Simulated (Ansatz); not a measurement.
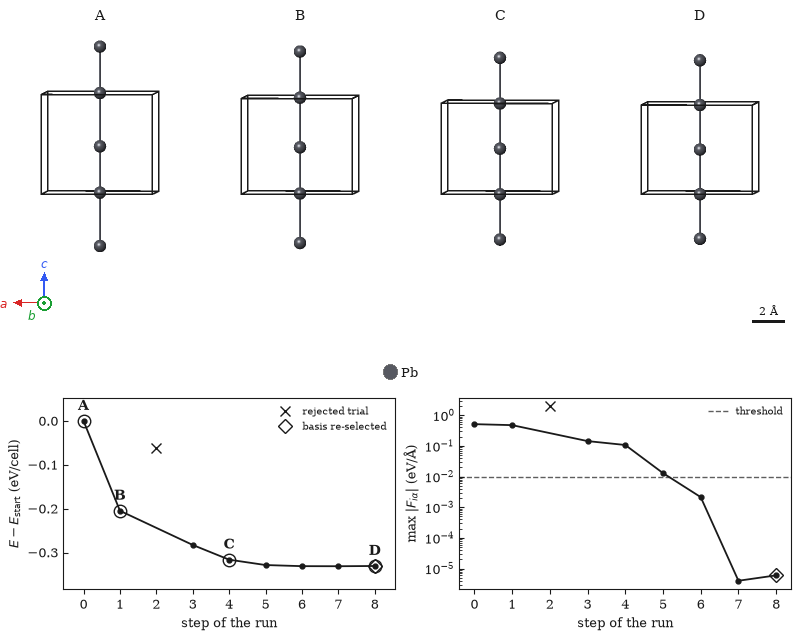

Frames of a relaxation of a wire of composition Pb, marked on the history of the run. A ball-and-stick model of the cell of the calculation, with the vacuum cut short, seen from a free direction.

Case: dimerised chain of atoms.

The calculation used Ansatz, DFT PBEsol, scalar-relativistic, plane waves, PAW.

Input file:
```yaml
crystal:
  lattice:
    - [9.0, 0.0, 0.0]
    - [0.0, 9.3, 0.0]
    - [0.0, 0.0, 6.2797212728]
  atoms:
    - { symbol: Pb, position: [0.5, 0.5, 0.0], spin: 0.5 }
    - { symbol: Pb, position: [0.5, 0.5, 0.465], spin: 0.5 }
basis:
  ecutwfc: 420
kpoints:
  mp_grid: { grid: [1, 1, 11] }
hamiltonian:
  xc: pbesol
scf:
  occupations: { method: gaussian, width: 0.05 }
output:
  forces: true
  stress: true
  eigenvalues: true
  populations: true
  write_density: true
  write_potential: true
  elf: true
  volumetric_format: npy
magnetization:
  spin_polarized: true
relax:
  adjacent_minimum: "off"
  f_tol: 0.01
  max_steps: 45
  cell: { fix: [a, b, alpha, beta, gamma], stress_tol: 0.03 }
```

Command:
```bash
ansatz run input.yaml --threads 2 --pin off --max-ram 5120MiB --backend cpu --events-out ev --progress --plain --runs-dir out
```

> Describe the path.

The largest moves relative to the layer's centre, 0.098 Å, are those of Pb1 and Pb2. Along the periodic axis the drawn cell goes c 6.280 → 5.622 Å (−10.5 %). Some distances before and after: Pb1–Pb2 3.360 → 2.811 Å, Pb1–Pb2 (another image) 2.920 → 2.811 Å. The energy falls by 0.331 eV per cell of the calculation in 6 accepted moves (8 points after the start). Largest force component: 0.51 eV/Å at the start, under 0.0001 eV/Å at the end. The line search rejected the trial step at point 2 of the run. At 1 point the geometry stayed and the basis and grid were re-selected for the new cell (energy shift of 0.5 meV per cell of the calculation at most each time). From step 0 to 1: Pb atoms move most (0.05 Å), energy −0.205 eV per cell of the calculation. From step 1 to 4: Pb atoms move most (0.06 Å), energy −0.112 eV per cell of the calculation. From step 4 to 8: energy −14.4 meV per cell of the calculation.

```json
{"step": "0", "E − E(0), meV/atom": "0.00", "largest force component, eV/Å": "0.5123", "note": ""}
{"step": "1", "E − E(0), meV/atom": "-102.37", "largest force component, eV/Å": "0.4757", "note": ""}
{"step": "2", "E − E(0), meV/atom": "-30.91", "largest force component, eV/Å": "1.9337", "note": "rejected"}
{"step": "3", "E − E(0), meV/atom": "-141.35", "largest force component, eV/Å": "0.1435", "note": ""}
{"step": "4", "E − E(0), meV/atom": "-158.13", "largest force component, eV/Å": "0.1071", "note": ""}
{"step": "5", "E − E(0), meV/atom": "-164.24", "largest force component, eV/Å": "0.0130", "note": ""}
{"step": "6", "E − E(0), meV/atom": "-165.52", "largest force component, eV/Å": "0.0021", "note": ""}
{"step": "7", "E − E(0), meV/atom": "-165.60", "largest force component, eV/Å": "0.0000", "note": ""}
{"step": "8", "E − E(0), meV/atom": "-165.32", "largest force component, eV/Å": "0.0000", "note": "same geometry, new basis"}
```

Limits of the set-up: the k-point mesh is coarse for a cell with partly filled bands.
